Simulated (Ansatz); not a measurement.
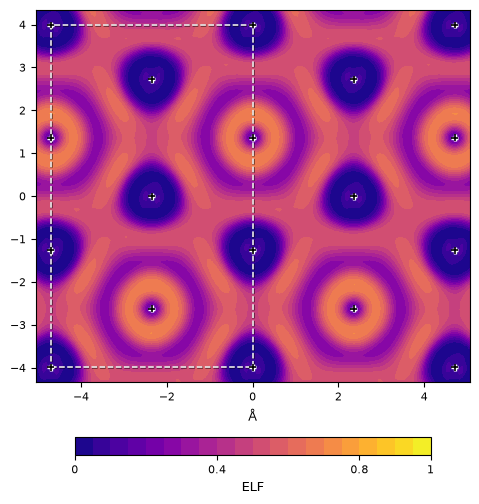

The electron localisation function on a plane through atoms (crosses mark nuclei in the plane).

The calculation used DFT r2SCAN, scalar-relativistic, plane waves, PAW in Ansatz.

Candidates:
A. PtSe2, a = 3.72 Å, b = 3.72 Å, c = 5.82 Å, α = 90.00°, β = 90.00°, γ = 120.00°. Space group P-3m1; a structure from a database of computed crystals, not necessarily the ambient phase.
B. Ti2C, a = 3.08 Å, b = 3.08 Å, c = 14.46 Å, α = 90.00°, β = 90.00°, γ = 120.00°. Space group R-3m; a structure from a database of computed crystals, not necessarily the ambient phase; computed without spin polarisation.
C. Al2Ru, a = 4.71 Å, b = 7.98 Å, c = 8.78 Å, α = 90.00°, β = 90.00°, γ = 90.00°. Space group Fddd; a structure from a database of computed crystals, not necessarily the ambient phase; computed without spin polarisation.

Q: Which system is this?

A: Candidate C: Al2Ru on the (001) plane of the conventional cell, which holds Al and Ru. Al–Ru (2.63 Å): the ELF is about 0.40 at the midpoint. Al–Al (2.67 Å): the ELF reaches about 0.55 near the midpoint.
